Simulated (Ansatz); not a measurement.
**Geometry relaxation, with input and output: TaN (part 1 of 2)**

System: TaN (Fm-3m, 2 atoms in the cell).
Method: DFT PBEsol, scalar-relativistic, plane waves, PAW, no spin polarisation (Ansatz 0.2.0).

The structure derives from an entry of the Crystallography Open Database.

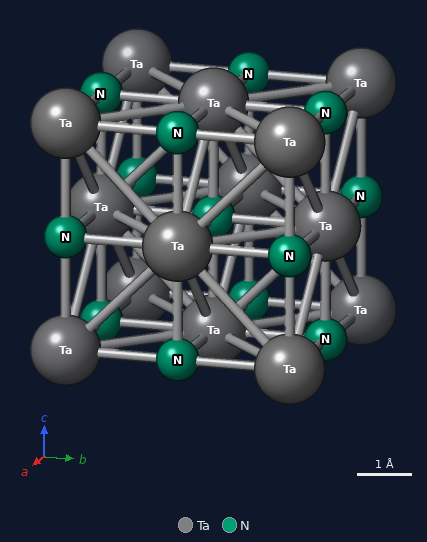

Figure 1. The input geometry (ball-and-stick view of the cell 4 times as large as that of the calculation, set on its symmetry axes, seen slightly off an axis). An atom can appear more than once, as a periodic image. Near neighbours in the periodic cell (some may lie outside the picture): Ta has 6 N at 2.18 Å and 12 Ta at 3.08 Å; N has 6 Ta at 2.18 Å.

Input file
```yaml
crystal:
  lattice:
    - [0.0, -2.179, -2.179]
    - [2.179, 0.0, -2.179]
    - [2.179, -2.179, 0.0]
  atoms:
    - { symbol: Ta, position: [0.0, 0.0, 0.0] }
    - { symbol: "N", position: [0.5, 0.5, 0.5] }
basis:
  ecutwfc: 420
kpoints:
  mp_grid: { grid: [16, 16, 16] }
hamiltonian:
  xc: pbesol
scf:
  occupations: { method: gaussian, width: 0.1 }
output:
  forces: true
  stress: true
  eigenvalues: true
  write_density: true
  write_potential: true
  elf: true
  volumetric_format: npy
relax:
  adjacent_minimum: "off"
  f_tol: 0.005
  max_steps: 80
  cell: { stress_tol: 0.05 }
```

Run as:
```bash
ansatz run input.yaml --threads 2 --pin off --max-ram 5120MiB --backend cpu --events-out ev --progress --plain --runs-dir out
```

What the program printed
```
Engine: ansatz 0.2.0, x86_64-unknown-linux-gnu
Pseudopotentials: kind: paw
Pseudopotential: Ta, paw, valence charge 13, recommended cutoff 420 eV (normal), Ta.paw.azcp
Pseudopotential: N, paw, valence charge 5, recommended cutoff 420 eV (normal), N.paw.azcp
Functional definition: PBEsol
  exchange = pbesol_x
  correlation = pbesol_c
Crystal: 2 atoms, lattice volume = 20.692 Å³
Basis set: ecut = 420 eV, 411 PW (Γ), exchange–correlation on 48×48×48 points (8 copies of the dense FFT grid, shifted against one another)
Bands: 13, of which v1, the nominal top of the filled ones, is band 9 counted from 1 (8 counted from 0)
Symmetry: 48 space group operations
Space group: Fm-3m (ITA 225), of the structure as read, at distance tolerance 2.7e-5 Å
k-points: 145 of 4096
Non-local potential: Ta, projectors of the file, l = 0: 3, l = 1: 2, l = 2: 2, l = 3: 1
Non-local potential: N, projectors of the file, l = 0: 2, l = 1: 2, l = 2: 1
PAW form: soft (Blöchl's): semilocal exchange-correlation on the pseudo side does not see the compensation charge
PAW frozen core: Ta, regenerated for the run's functional, and the local potential with it (the file was generated under x = pbe(κ = 0.804, μ = 0.2195149727645171), c = pbe(β = 0.06672455060314922))
PAW frozen core: N, regenerated for the run's functional, and the local potential with it (the file was generated under x = pbe(κ = 0.804, μ = 0.2195149727645171), c = pbe(β = 0.06672455060314922))
PAW one-centre angular grid: Ta, 590 points (default); XC on 64 Gauss nodes
PAW one-centre angular grid: N, 110 points (default); XC on 64 Gauss nodes
Initial density: superposition of atomic densities (neutral atoms: chi_scale 0, normalization atom), corrected by the library's trained network
Initial wavefunctions: pseudopotential atomic-orbital guess
Functional: x = pbesol(κ = 0.804, μ = 0.12345679012345678), c = pbesol(β = 0.046)
SCF iter   1: F=—  HF=-10187.066623 eV  |F-HF|=—  |Δ(HF+E_count)|=         —  Δρ=1.47e-2  dr2=4.61e-2  ethr=1.77e-3  ⟨swp⟩=5.7  Hψ=22438  notcnv=0  defer=79
automatic band count: the SCF goes on with 17 bands, as 13 were too few: the levels above may hold too much charge
preconditioner: auto → none  [metal: Δε(μ)=0.060 eV  Ē_g=15.820 eV  σ=0.100 eV  W_gap=0.30  n_scr=8 (ndim 8)  ℏωp=25.8 eV  f_vac=0.000  D(μ)=1.11/eV (n_scr^D=14)  sad-step TF]
SCF iter   2: F=—  HF=-10187.060267 eV  |F-HF|=—  |Δ(HF+E_count)|=   6.36e-3  Δρ=9.68e-3  dr2=2.16e-2  ethr=2.56e-4  ⟨swp⟩=1.0  Hψ=3625  notcnv=0  defer=80
SCF iter   3: F=—  HF=-10187.054991 eV  |F-HF|=—  |Δ(HF+E_count)|=   5.28e-3  Δρ=9.22e-4  dr2=1.21e-4  ethr=1.20e-4  ⟨swp⟩=2.1  Hψ=2682  notcnv=0  defer=82
SCF iter   4: F=—  HF=-10187.054926 eV  |F-HF|=—  |Δ(HF+E_count)|=   6.49e-5  Δρ=1.20e-4  dr2=3.64e-6  ethr=6.73e-7  ⟨swp⟩=2.6  Hψ=3497  notcnv=0  defer=82
SCF iter   5: F=—  HF=-10187.054925 eV  |F-HF|=—  |Δ(HF+E_count)|=   1.15e-6  Δρ=1.45e-5  dr2=1.71e-8  ethr=2.02e-8  ⟨swp⟩=2.6  Hψ=3239  notcnv=0  defer=82
SCF iter   6: F=-10187.054925 eV  HF=-10187.054925 eV  |F-HF|=2.18e-10  |Δ(HF+E_count)|=   3.99e-9  Δρ=1.89e-6  dr2=1.39e-10  ethr=9.50e-11  ⟨swp⟩=9.0  Hψ=14632  notcnv=0
SCF 1 converged in 6 iterations: F = -10187.054925 eV  dr2 = 1.39e-10
  greatest PAW one-centre occupation: 1.000 electrons in one spin orbital (limit 2), on the Ta atom at site 0 (counted from 0), in its partial waves of l = 0
relax step   1: F+E_penalty+E_count = -10187.05492534 eV  Δ(F+E_penalty+E_count) = +0.000e0 eV  max|allowed force component| = 8.415e-30 eV/Å  Δτ_max = 0.0000 Å  P = +4.488 GPa  Ω = 20.692 Å³  (6 SCF iters, dr2 threshold 1.00e-7 eV, accepted)
Crystal: 2 atoms, lattice volume = 21.040 Å³
Bands: 17, of which v1, the nominal top of the filled ones, is band 9 counted from 1 (8 counted from 0)
Initial density: handed on by an earlier stage of this run
Initial wavefunctions: those handed on with the density
iter 1 solved again at ethr=9.97e-6 eV; its pass at ethr=3.10e-3 eV (dr2=1.79e-3 eV) is discarded
SCF iter   1: F=—  HF=-10187.057168 eV  |F-HF|=—  |Δ(HF+E_count)|=         —  Δρ=2.87e-3  dr2=1.70e-3  ethr=9.97e-6  ⟨swp⟩=2.6  Hψ=13944  notcnv=0
preconditioner: auto → none  [metal: Δε(μ)=0.011 eV  Ē_g=15.656 eV  σ=0.100 eV  W_gap=0.06  n_scr=8 (ndim 8)  ℏωp=25.6 eV  f_vac=0.000  D(μ)=1.13/eV (n_scr^D=14)]
SCF iter   2: F=—  HF=-10187.056829 eV  |F-HF|=—  |Δ(HF+E_count)|=   3.39e-4  Δρ=1.06e-3  dr2=2.76e-4  ethr=9.45e-6  ⟨swp⟩=1.0  Hψ=2468  notcnv=0
SCF iter   3: F=—  HF=-10187.056761 eV  |F-HF|=—  |Δ(HF+E_count)|=   6.76e-5  Δρ=1.69e-4  dr2=6.49e-6  ethr=1.54e-6  ⟨swp⟩=1.0  Hψ=2468  notcnv=0
SCF iter   4: F=—  HF=-10187.056760 eV  |F-HF|=—  |Δ(HF+E_count)|=   1.61e-6  Δρ=2.40e-5  dr2=9.99e-8  ethr=3.61e-8  ⟨swp⟩=1.5  Hψ=2692  notcnv=0
iter 5 did not close the SCF: its close was put off for the readings that it lacked (scf_convergence_deferred on its scf_iter line)
SCF iter   5: F=-10187.056760 eV  HF=-10187.056760 eV  |F-HF|=7.51e-10  |Δ(HF+E_count)|=   4.21e-8  Δρ=5.09e-6  dr2=3.02e-9  ethr=5.55e-10  ⟨swp⟩=2.1  Hψ=3564  notcnv=0
SCF iter   6: F=-10187.056760 eV  HF=-10187.056760 eV  |F-HF|=1.00e-10  |Δ(HF+E_count)|=  5.57e-10  Δρ=9.51e-7  dr2=1.26e-10  ethr=1.68e-11  ⟨swp⟩=4.7  Hψ=10426  notcnv=0
SCF 2 converged in 6 iterations: F = -10187.056760 eV  dr2 = 1.26e-10
relax step   2: F+E_penalty+E_count = -10187.05675969 eV  Δ(F+E_penalty+E_count) = -1.834e-3 eV  max|allowed force component| = 2.051e-29 eV/Å  Δτ_max = 0.0000 Å  P = -1.666 GPa  Ω = 21.040 Å³  energy of the carried Pulay correction = -1.137e-3 eV  (6 SCF iters, dr2 threshold 2.00e-7 eV, accepted)
Crystal: 2 atoms, lattice volume = 20.945 Å³
iter 1 solved again at ethr=6.98e-7 eV; its pass at ethr=3.10e-3 eV (dr2=1.26e-4 eV) is discarded
SCF iter   1: F=—  HF=-10187.057606 eV  |F-HF|=—  |Δ(HF+E_count)|=         —  Δρ=7.66e-4  dr2=1.21e-4  ethr=6.98e-7  ⟨swp⟩=2.6  Hψ=13069  notcnv=0
preconditioner: auto → none  [metal: Δε(μ)=0.015 eV  Ē_g=15.729 eV  σ=0.100 eV  W_gap=0.09  n_scr=8 (ndim 8)  ℏωp=25.7 eV  f_vac=0.000  D(μ)=1.12/eV (n_scr^D=14)]
SCF iter   2: F=—  HF=-10187.057582 eV  |F-HF|=—  |Δ(HF+E_count)|=   2.40e-5  Δρ=2.82e-4  dr2=1.94e-5  ethr=6.70e-7  ⟨swp⟩=1.0  Hψ=2471  notcnv=0
SCF iter   3: F=—  HF=-10187.057578 eV  |F-HF|=—  |Δ(HF+E_count)|=   4.72e-6  Δρ=4.54e-5  dr2=4.64e-7  ethr=1.08e-7  ⟨swp⟩=1.0  Hψ=2476  notcnv=0
iter 4 did not close the SCF: its close was put off for the readings that it lacked (scf_convergence_deferred on its scf_iter line)
SCF iter   4: F=-10187.057577 eV  HF=-10187.057577 eV  |F-HF|=4.15e-9  |Δ(HF+E_count)|=   1.23e-7  Δρ=6.45e-6  dr2=7.02e-9  ethr=2.58e-9  ⟨swp⟩=1.6  Hψ=2690  notcnv=0
iter 5 did not close the SCF: its close was put off for the readings that it lacked (scf_convergence_deferred on its scf_iter line)
SCF iter   5: F=-10187.057577 eV  HF=-10187.057577 eV  |F-HF|=5.28e-11  |Δ(HF+E_count)|=   2.96e-9  Δρ=1.37e-6  dr2=2.16e-10  ethr=3.90e-11  ⟨swp⟩=2.1  Hψ=3605  notcnv=0
SCF iter   6: F=-10187.057577 eV  HF=-10187.057577 eV  |F-HF|=1.82e-12  |Δ(HF+E_count)|=  3.09e-11  Δρ=2.61e-7  dr2=9.46e-12  ethr=1.20e-12  ⟨swp⟩=4.3  Hψ=9533  notcnv=0
SCF 3 converged in 6 iterations: F = -10187.057577 eV  dr2 = 9.46e-12
relax step   3: F+E_penalty+E_count = -10187.05757744 eV  Δ(F+E_penalty+E_count) = -8.178e-4 eV  max|allowed force component| = 1.473e-29 eV/Å  Δτ_max = 0.0000 Å  P = -0.033 GPa  Ω = 20.945 Å³  energy of the carried Pulay correction = -8.272e-4 eV  (6 SCF iters, dr2 threshold 2.00e-7 eV, accepted)
Initial wavefunctions: pseudopotential atomic-orbital guess (no wavefunctions were taken with the density)
iter 1 solved again at ethr=3.19e-8 eV; its pass at ethr=3.10e-3 eV (dr2=5.74e-6 eV) is discarded
SCF iter   1: F=—  HF=-10187.058455 eV  |F-HF|=—  |Δ(HF+E_count)|=         —  Δρ=7.41e-5  dr2=1.90e-7  ethr=3.19e-8  ⟨swp⟩=3.3  Hψ=18971  notcnv=0
preconditioner: auto → none  [metal: Δε(μ)=0.015 eV  Ē_g=15.726 eV  σ=0.100 eV  W_gap=0.08  n_scr=8 (ndim 8)  ℏωp=25.7 eV  f_vac=0.000  D(μ)=1.12/eV (n_scr^D=14)]
SCF iter   2: F=—  HF=-10187.058456 eV  |F-HF|=—  |Δ(HF+E_count)|=   1.07e-6  Δρ=3.49e-5  dr2=3.26e-8  ethr=1.05e-9  ⟨swp⟩=2.1  Hψ=3161  notcnv=0
SCF iter   3: F=—  HF=-10187.058456 eV  |F-HF|=—  |Δ(HF+E_count)|=   4.06e-8  Δρ=3.11e-6  dr2=3.42e-10  ethr=1.81e-10  ⟨swp⟩=2.0  Hψ=3075  notcnv=0
iter 4 did not close the SCF: its close was put off for the readings that it lacked (scf_convergence_deferred on its scf_iter line)
SCF iter   4: F=-10187.058456 eV  HF=-10187.058456 eV  |F-HF|=3.64e-12  |Δ(HF+E_count)|=  4.80e-10  Δρ=1.38e-7  dr2=2.36e-12  ethr=1.90e-12  ⟨swp⟩=2.0  Hψ=2955  notcnv=0
iter 5 did not close the SCF: its close was put off for the readings that it lacked (scf_convergence_deferred on its scf_iter line)
SCF iter   5: F=-10187.058456 eV  HF=-10187.058456 eV  |F-HF|=3.64e-12  |Δ(HF+E_count)|=  3.64e-12  Δρ=3.00e-8  dr2=1.02e-13  ethr=1.00e-12  ⟨swp⟩=1.0  Hψ=2465  notcnv=0
iter 6 did not close the SCF: its close was put off for the readings that it lacked (scf_convergence_deferred on its scf_iter line)
SCF iter   6: F=-10187.058456 eV  HF=-10187.058456 eV  |F-HF|=5.46e-12  |Δ(HF+E_count)|=  3.64e-12  Δρ=3.06e-9  dr2=2.35e-15  ethr=1.00e-12  ⟨swp⟩=1.0  Hψ=2465  notcnv=0
iter 7 did not close the SCF: its close was put off for the readings that it lacked (scf_convergence_deferred on its scf_iter line)
SCF iter   7: F=-10187.058456 eV  HF=-10187.058456 eV  |F-HF|=7.28e-12  |Δ(HF+E_count)|=    0.00e0  Δρ=3.39e-10  dr2=1.51e-17  ethr=1.00e-12  ⟨swp⟩=1.0  Hψ=2465  notcnv=0
SCF iter   8: F=-10187.058456 eV  HF=-10187.058456 eV  |F-HF|=1.82e-12  |Δ(HF+E_count)|=  3.64e-12  Δρ=7.53e-11  dr2=5.41e-19  ethr=1.00e-12  ⟨swp⟩=1.8  Hψ=5782  notcnv=0
SCF 4 converged in 8 iterations: F = -10187.058456 eV  dr2 = 5.41e-19
relax step   4: F+E_penalty+E_count = -10187.05845575 eV  Δ(F+E_penalty+E_count) = -8.783e-4 eV  max|allowed force component| = 2.971e-29 eV/Å  Δτ_max = 0.0000 Å  P = +0.034 GPa  Ω = 20.945 Å³  stress off target by 3.37e-2 GPa  SCF on the basis re-selected at this cell (its energy is not comparable with the rows above)  (8 SCF iters)
```

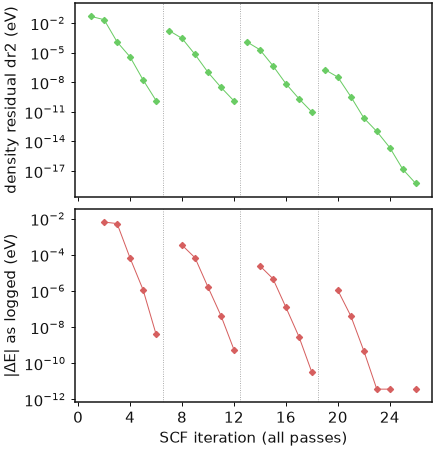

Figure 2. Convergence of the self-consistent field: density residual dr2 and size of the energy change against the SCF iteration. The dotted lines part the SCF passes of the relaxation: geometry steps, rejected trials and re-solves on a re-selected basis. The passes take 6, 6, 6 and 8 iterations.

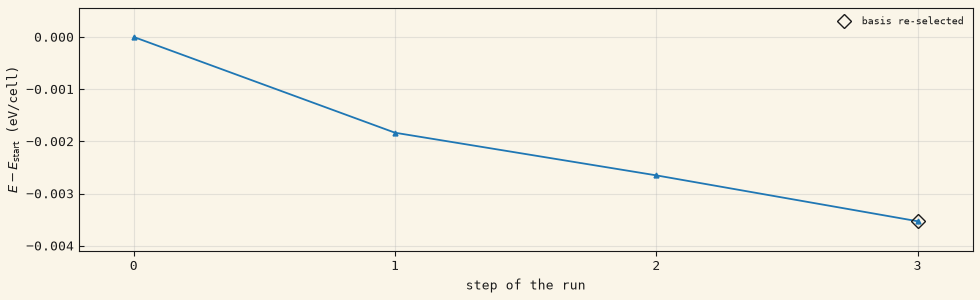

Figure 3. Progress of the relaxation, step by step (the first geometry is step 0 here and step 1 in the log). The atoms keep their places relative to the cell (all moves are under 0.005 Å). The energy falls by 2.7 meV per cell of the calculation in 2 geometry steps. All forces vanish by symmetry, so only the cell relaxes. Pressure: 4.49 GPa at the start and 0.03 GPa at the end. A last SCF at the same geometry on a re-selected plane-wave basis shifts the energy by −0.9 meV per cell of the calculation.
